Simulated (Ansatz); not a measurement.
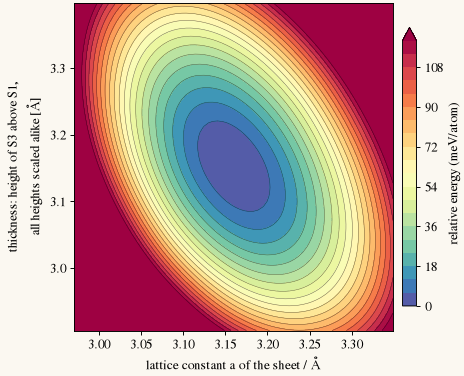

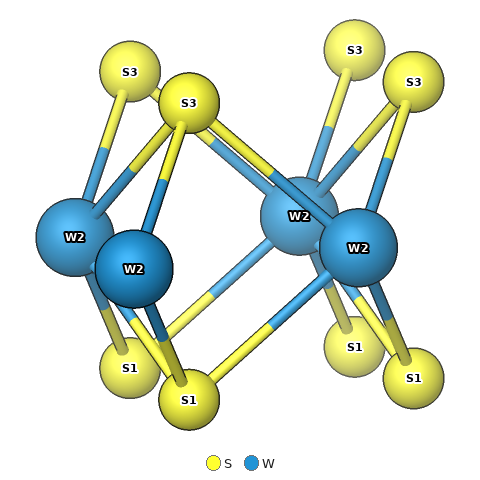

Energy landscape of a two-dimensional sheet of WS₂ (3 atoms in the cell). 
- The lattice constant and the thickness of a sheet are varied, nothing relaxed.
- First axis: lattice constant a of the sheet (both vectors scaled alike). Second axis: thickness: height of S3 above S1, all heights scaled alike.
- The grid has 7 × 7 points.
- Points are written as (first, second).
- Energies are in meV/atom, from the lowest grid point.
- These are results of DFT PBE+D3(BJ), scalar-relativistic, plane waves, PAW (Ansatz 0.2.0), not measurements. Settings: cutoff 420 eV, k-mesh 12×12×1, gaussian smearing 0.02 eV, no spin polarisation.

The picture shows filled contours, one colour for all values above the top of the scale. Between grid points the surface is interpolated. The second picture is the structure at the lowest point.

### Where are the wells?

The lowest grid point is at (3.160 Å, 3.152 Å). It is the only kind of minimum in the scanned range. The highest grid point, (2.970 Å, 2.906 Å), lies 452 meV/atom above the lowest. Round the minimum the valley is somewhat tilted: raising the first coordinate shifts the best value of the second coordinate downwards (coupling k₁₂/√(k₁₁k₂₂) about 0.5).

Grid values (meV/atom):

| second ↓, first → | 2.970 | 3.033 | 3.096 | 3.160 | 3.223 | 3.286 | 3.349 |
| --- | --- | --- | --- | --- | --- | --- | --- |
| 3.398 | 151 | 94 | 75 | 90 | 134 | 201 | 289 |
| 3.316 | 135 | 65 | 36 | 42 | 77 | 138 | 221 |
| 3.234 | 142 | 58 | 16 | 11 | 37 | 90 | 166 |
| 3.152 | 174 | 73 | 18 | 0 | 16 | 60 | 128 |
| 3.070 | 234 | 116 | 43 | 12 | 15 | 49 | 108 |
| 2.988 | 326 | 186 | 96 | 48 | 37 | 59 | 108 |
| 2.906 | 452 | 289 | 178 | 112 | 85 | 93 | 130 |

Each point was launched as `ansatz run input.yaml --threads 1 --pin off --max-ram 3072MiB --backend cpu --events-out ev --progress --plain --runs-dir out`. Time for the 49 points that were run: 8.8 min on 1 thread of Arm Neoverse V2 (shared host).

PAW datasets: the set soft_1.
